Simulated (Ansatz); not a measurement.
# Single-point calculation of C (part 2 of 2)

Continued. System: C (slab, 20 atoms in the cell). Method: DFT PBEsol, scalar-relativistic, plane waves, PAW, no spin polarisation (Ansatz 0.2.0); cutoff 420 eV, 12×12×1 k-mesh, Gaussian smearing of 0.05 eV. The structure derives from an entry of the Crystallography Open Database. It belongs to a series of runs on one base structure; here: (0 0 1) slab cut from the bulk.

Geometry of the input (Å; fractional positions):
```
2.5054  0.0000  0.0000
-1.2527  2.1697  0.0000
0.0000  0.0000  34.1008
C  0.3333  0.6667  0.2199
C  0.0000  0.0000  0.2351
C  0.0000  0.0000  0.2802
C  0.6667  0.3333  0.2953
C  0.6667  0.3333  0.3411
C  0.0000  0.0000  0.3563
C  0.0000  0.0000  0.4013
C  0.3333  0.6667  0.4165
C  0.3333  0.6667  0.4623
C  0.0000  0.0000  0.4775
C  0.0000  0.0000  0.5225
C  0.6667  0.3333  0.5377
C  0.6667  0.3333  0.5835
C  0.0000  0.0000  0.5987
C  0.0000  0.0000  0.6437
C  0.3333  0.6667  0.6589
C  0.3333  0.6667  0.7047
C  0.0000  0.0000  0.7198
C  0.0000  0.0000  0.7649
C  0.6667  0.3333  0.7801
```

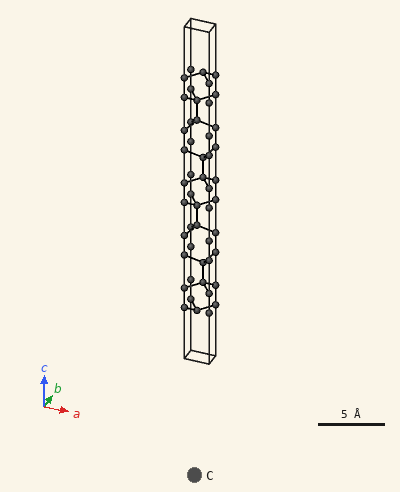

The structure as given in the input (ball-and-stick view of the cell of the calculation, with the vacuum cut short, seen slightly off an axis). An atom can appear more than once, as a periodic image.

```
WARN: The output density's exchange-correlation potential varies sharply where the density is thin. Do not read a vacuum level from v_tot or v_xc, or from such a field of the output density. On a cell that repeats whose density bears no net charge and no dipole along the vacuum's axis use v_es (v_loc + v_h of the components); under efield.dipole_correction with no amplitude use v_es + v_field, which holds any external_charges[].barrier, or the levels of the report's work_function block, which leave it out; under a non-zero efield.amplitude the vacuum is tilted and has no level; on a cell that repeats and bears such a dipole with no correction it is tilted too, and efield.dipole_correction with no amplitude gives each side of its ramp a level where efield: is served; in a cell that repeats whose density bears a net charge (total_charge, or a fill off its count) it is curved and has none; of a slab under crystal.periodic whose density bears no net charge use v_es, which has a level on each side, short of where the two are joined; of another it falls or rises all the way out and has none; of a slab beside external_charges read slab_vacuum_level instead, which it has where they leave it neutral. The grid or the basis barely resolves most such structure, and the values can differ between equally converged runs; as a rule a tighter scf.convergence.dr2_threshold does not remove it. Where the density itself ripples (under the LDA too) a higher basis.ecutwfc lessens it. The files hold the spikes' plane waves up to the density's cutoff. Files: v_tot_of_output_density and the like, and their columns of v_z.tsv (output.write_potential); v_xc_of_output_density and the like, and their columns of v_comp_z.tsv (output.write_potential_components). Measured: with its Gaussian average of σ = 0.25 Å subtracted twice, the exchange-correlation potential is over 0.1 eV at 1780 of the grid points where the equally averaged density (valence and model cores) is under 1e-3 e/Å³, and 0.326 eV at the most among them, at an averaged density of 8.8e-8 e/Å³. The input density's (outcome.potential() and, of a run that writes arrays, v_tot and v_xc) is over 0.1 eV, so measured, at 626 points of its own thin density, 0.191 eV at the most. See output.write_potential in the manual, Limitations
SCF converged after 19 iterations
Free energy (F): -4927.936628 eV
Harris-Foulkes:  -4927.936628 eV  (|F-HF|=1.48e-8)
Internal energy: -4927.915065 eV  (E = F + TS)
E sigma→0 (E₀):  -4927.925846 eV
Entropy (-TS):   -0.021563 eV (-1.078 meV/atom)
Fermi energy:    6.460028 eV
Dipole field:    D = 0.000038 V/Å  (p = 0.000039 e·Å, saw-weighted, corrected)
Work function:   Φ+ = 5.6171 eV   Φ− = 5.6184 eV
Levels:          The Fermi level and band energies are counted from a zero that moves with the ramp; work functions are not
--- Per-component energies (eV) ---
  E_band       = -264.371160
  E_kinetic    = 1834.653890
  E_local      = -95818.955005  (includes V_loc(G=0)·N_el)
  E_nonlocal   = 535.820425
  E_hartree    = 47259.903017
  E_xc         = -964.714528
  E_vxc        = -1200.948318  (∫ρ·V_xc dr)
  E_paw        = -1905.939823  (= ΣΔE_a)
  E_vpaw       = -134.673076  (= ΣTr[D̂ρ^β])
  E_aug_tail   = 0.000168  (compensation charges beyond the density's cutoff)
  E_efield     = 0.000000  (sawtooth field / dipole correction)
  E_vefield    = 0.000000  (∫n·V_field dr)
  E_ewald      = 44130.894782
  E_core_change = 0.422010  (= ΣΔE_core)
  E_smearing   = -0.021563  (= −TS)
  E_closure    = 0.000000  (closes the sum)
  Σ components = -4927.936628   (vs F -4927.936628, Δ=0.00e0)
--- Forces (eV/Å), atoms counted from 1 ---
  atom   1  C      0.00000000     0.00000000     4.24526951
  atom   2  C     -0.00000000    -0.00000000    -4.79759304
  atom   3  C      0.00000000     0.00000000     0.82506782
  atom   4  C      0.00000000    -0.00000000    -0.37592990
  atom   5  C      0.00000000    -0.00000000     0.16093507
  atom   6  C      0.00000000     0.00000000    -0.07862982
  atom   7  C     -0.00000000    -0.00000000     0.03539441
  atom   8  C      0.00000000     0.00000000    -0.01967787
  atom   9  C      0.00000000     0.00000000     0.01256529
  atom  10  C      0.00000000    -0.00000000    -0.00884625
  atom  11  C      0.00000000     0.00000000     0.00883435
  atom  12  C      0.00000000    -0.00000000    -0.01264702
  atom  13  C      0.00000000    -0.00000000     0.01975727
  atom  14  C      0.00000000     0.00000000    -0.03535356
  atom  15  C      0.00000000    -0.00000000     0.07859993
  atom  16  C      0.00000000     0.00000000    -0.16093119
  atom  17  C      0.00000000     0.00000000     0.37592312
  atom  18  C      0.00000000    -0.00000000    -0.82504423
  atom  19  C      0.00000000     0.00000000     4.79755665
  atom  20  C     -0.00000000    -0.00000000    -4.24527000
  max |Σ_I F_I| component: 1.95e-5 eV/Å
--- Stress (GPa, compression-positive) ---
        0.099433       0.000000       0.000000
        0.000000       0.099433       0.000000
        0.000000       0.000000      -2.296131
  P = ⅓ Tr σ = -0.6991 GPa (-6.991 kbar)
--- Band table (eV; the first three rows and the last of 19) ---
  k-point 0: bands = ["-16.3247", "-16.0365", "-15.6217", "-15.0805", "-14.5080", "-13.7360", "-12.8926", "-11.9670", "-10.9998", "-10.5339", "-7.6854", "-6.4321", "-5.0182", "-3.5075", "-1.9518", "-0.2612", "1.3747", "2.4761", "2.4761", "2.6977", "2.6977", "2.9604", "3.0031", "3.0031", "3.3539", "3.3539", "3.8547", "3.8547", "4.2926", "4.2926", "4.3658", "4.7490", "4.7490", "5.1588", "5.1588", "5.8203", "5.8203", "5.8357", "5.8357", "6.4830", "6.5609", "10.8329", "10.8329", "11.1953", "11.2879", "11.2879", "11.7053", "11.8297", "11.8297", "11.9693", "12.0513", "12.2901", "12.2901", "12.7040", "12.8836", "13.4388", "13.4388", "13.4919", "13.5614", "13.7143"]
  k-point 1: bands = ["-16.1514", "-15.8636", "-15.4494", "-14.9090", "-14.3372", "-13.5668", "-12.7255", "-11.8025", "-10.8385", "-10.3779", "-7.5278", "-6.2821", "-4.8780", "-3.3805", "-1.8443", "-0.1821", "1.4045", "1.6101", "1.8443", "2.0964", "2.1561", "2.3269", "2.5262", "2.6461", "2.9118", "3.0267", "3.0487", "3.5067", "3.5144", "3.9491", "3.9742", "4.2788", "4.4083", "4.4522", "4.8754", "5.0118", "5.0350", "5.5342", "5.5503", "6.5802", "6.6178", "10.8869", "11.1391", "11.2385", "11.4815", "11.7022", "11.7884", "11.9432", "12.1791", "12.2472", "12.2729", "12.4450", "12.8027", "12.9812", "13.1221", "13.2257", "13.7060", "13.8471", "13.9020", "14.0106"]
  k-point 2: bands = ["-15.6334", "-15.3466", "-14.9342", "-14.3965", "-13.8266", "-13.0618", "-12.2266", "-11.3117", "-10.3574", "-9.9116", "-7.0666", "-5.8463", "-4.4764", "-3.0285", "-1.5781", "-0.4509", "-0.1829", "0.0249", "0.1861", "0.5936", "1.0627", "1.2514", "1.4945", "1.5010", "1.6263", "1.8331", "2.1557", "2.2530", "2.6130", "2.7106", "3.0336", "3.2249", "3.2722", "3.3386", "3.7350", "3.8628", "4.1797", "4.8330", "4.8496", "6.5456", "6.5463", "10.6901", "10.8593", "11.2024", "11.8237", "12.0612", "12.1912", "12.5874", "12.6917", "12.7034", "12.8322", "12.8925", "12.9345", "13.3361", "13.6913", "14.0070", "14.2742", "14.3230", "14.4330", "14.5961"]
  k-point 18: bands = ["-9.1896", "-8.9409", "-8.7058", "-8.7057", "-8.5984", "-8.5289", "-8.5289", "-8.0415", "-7.9181", "-6.6232", "-6.3906", "-6.3906", "-6.0560", "-6.0560", "-5.8914", "-5.6961", "-5.6961", "-5.0872", "-4.6926", "-4.6926", "-4.2514", "-4.1148", "-4.1148", "-3.9547", "-3.0059", "-3.0059", "-2.3179", "-2.3179", "-2.0056", "-2.0056", "-1.4036", "-0.5373", "-0.0821", "-0.0820", "0.3073", "0.3073", "0.3117", "0.9842", "1.2051", "6.3794", "6.3794", "10.6858", "10.6859", "11.5370", "11.5371", "13.4566", "13.4566", "13.6218", "14.4697", "14.7715", "14.7715", "15.5377", "16.3408", "16.3408", "16.6066", "17.4417", "17.7317", "17.7317", "17.9743", "18.0305"]
```

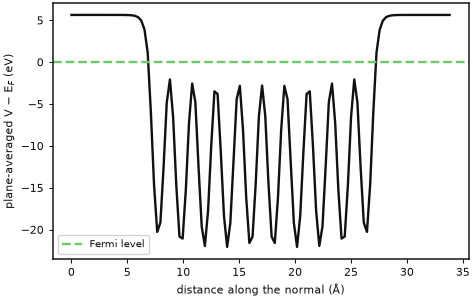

Plane average of the electrostatic potential energy of an electron across the cell, from the Fermi level. The vacuum level lies 5.62 eV above the Fermi level.

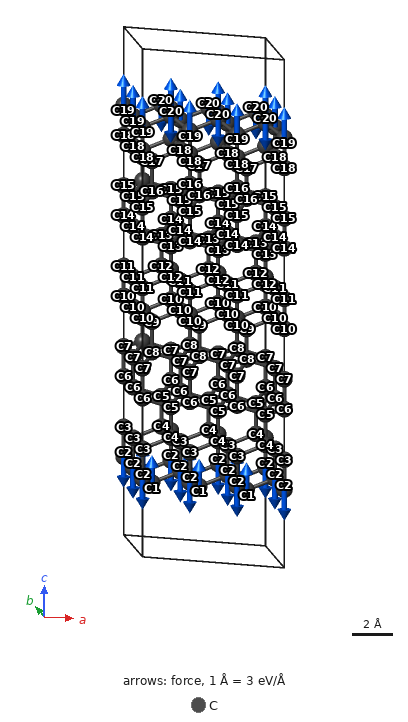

Forces on the atoms as blue arrows (ball-and-stick view of the 3 × 2 repeat of the cell, with the vacuum cut short, seen slightly off an axis; atoms are numbered from 1 in the order of the input); the smallest are left out. The largest act on C2, C19 (4.80 eV/Å); C1, C20 (4.25 eV/Å). The geometry is not a stationary point of this energy.

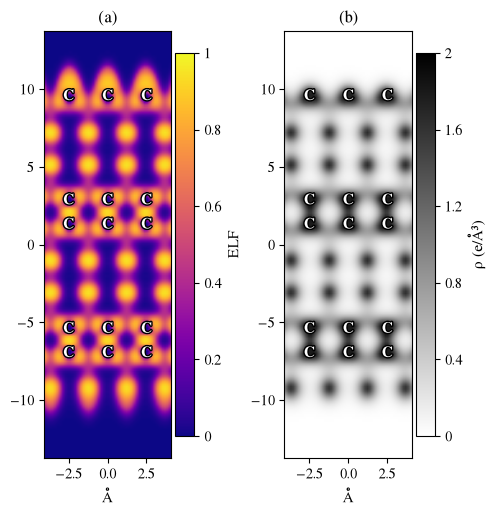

(a) electron localisation function; (b) valence pseudo-density on the (100) plane of the calculation cell, a cut from vacuum to vacuum. The section cuts through C sites. The density dies away to nearly zero in the vacuum. In a PAW calculation such maps are meaningful between the atoms, not at the nuclei.

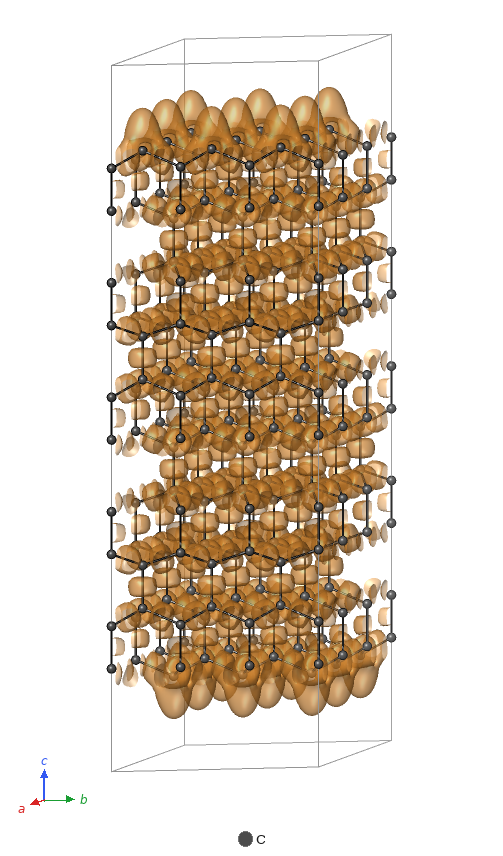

Isosurface of the ELF at 0.7 (orange), seen slightly off an axis. Only the valence region is drawn (cores and ρ < 0.01 e/Å³ removed). Sticks mark near contacts. Along the contacts the grid gives the following.

Results in brief

```csv
quantity,value
outcome,converged
electrons treated,80
free energy,−4927.9366 eV
"work function, top face",5.62 eV
"work function, bottom face",5.62 eV
Fermi energy,6.460 eV
gap on the k-point mesh,none (metallic)
work function (upper face),5.62 eV
largest force (length of the vector),4.798 eV/Å
wall time,30 s (CPU time 59 s)
peak memory,0.52 GiB
```

Remarks

The program warns: the exchange-correlation potential is rough where the density is thin.
